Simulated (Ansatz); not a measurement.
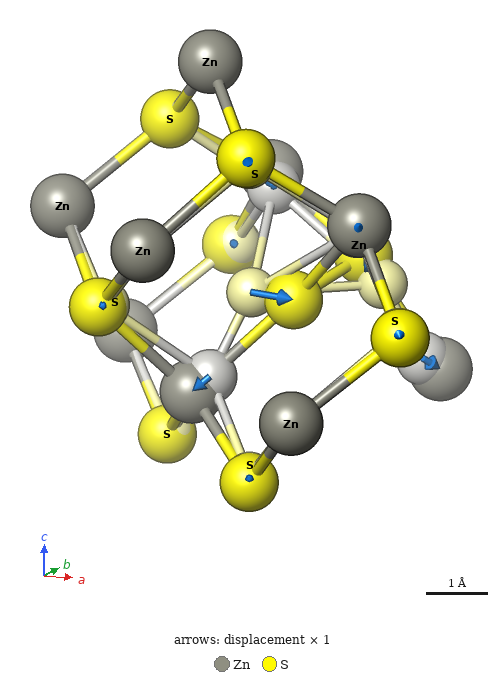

A relaxation of a defect cell of composition Zn32S33 (cell charge +1). The starting structure is drawn faded, the final one solid; blue arrows show the displacements, at their true length.

Style: ball-and-stick. Shown: the atoms within 4.2 Å of the atom that moves most (axes of the cell of the calculation (origin shifted)), slightly off an axis.

Computed with DFT, PBEsol, PAW, plane waves (Ansatz). (plane-wave cutoff 420 eV; k-point mesh 1 × 1 × 1; mesh shifted by (0.25, 0.25, 0.25); collinear spin; atoms relaxed in a fixed cell; force threshold 0.03 eV/Å; at most 80 steps)

**Which element moves most?**

Sulfur: up to 0.79 Å, against 0.47 Å for zinc.

**What did the optimiser do to the structure, and how much energy did it gain?**

After 13 geometry steps the energy has fallen by 15.080 eV per cell of the calculation. Largest force component: 32 eV/Å at the start, 0.027 eV/Å at the end. The atom that moves furthest is an S atom (0.79 Å along +a). By element the largest moves are S 0.79 Å, Zn 0.47 Å. The cell doesn't change. Near-neighbour distances that change, for instance: S–Zn 1.521 → 2.349 Å, S–Zn 2.596 → 3.348 Å, S–Zn 1.558 → 2.309 Å, S–S 2.590 → 3.293 Å. Bond angles that change, for instance: Zn–S–S 62.6° → 100.4°, S–Zn–S 120.6° → 91.2°, Zn–S–S 64.3° → 92.7°. Cost: 27 s on 1 × NVIDIA GB300 Max-Q with 8 threads of Arm Neoverse-V2, peak memory 2.1 GiB.

Limits of the set-up: the cell is charged, on a uniform background, and energies carry no finite-size correction.
